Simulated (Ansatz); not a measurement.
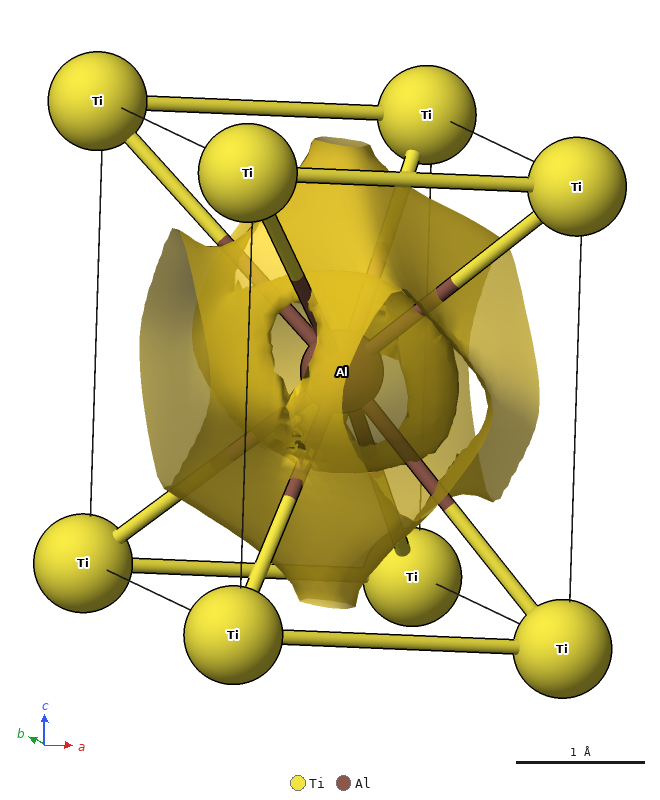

TiAl. Isosurface of the electron localisation function at 0.55 (yellow), seen slightly off an axis. Only the valence region is drawn (cores and ρ < 0.01 e/Å³ removed). Sticks mark near contacts.

Space group P1; changed on purpose from its base cell (all atoms moved at random, sigma 0.05 A a component, cell strained at random, sigma 0.1); not relaxed (largest force 0.6 eV/Å); computed pressure about 2 GPa in this cell; computed without spin polarisation.

The calculation used DFT LDA, scalar-relativistic, plane waves, PAW in Ansatz.

### What do the ELF domains correspond to?

The ELF exceeds this value in one network that runs through the whole crystal, counted in one cell of 2 atoms. Regions shared between cells count once. Profiles from the grid: Ti–Al (2.53 Å): the ELF is about 0.35 at the midpoint. Ti–Ti (2.81 Å): the ELF is about 0.30 at the midpoint.
